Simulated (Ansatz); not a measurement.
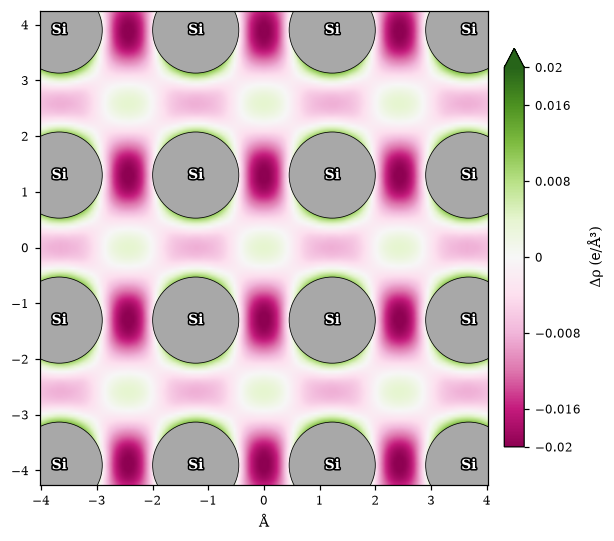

Si. Difference of the valence pseudo-densities of two functionals at the same geometry, on the (11̄0) plane of the calculation cell: one of LDA and r2SCAN less the other.

Both computed with Ansatz (plane waves, PAW), on the same k-point mesh. Grey discs cover the atomic cores.

**Which was subtracted from which, and what does the map show?**

It is LDA less r2SCAN. Against r2SCAN, LDA gives a change of −0.020 e/Å³ at the midpoint of Si–Si.
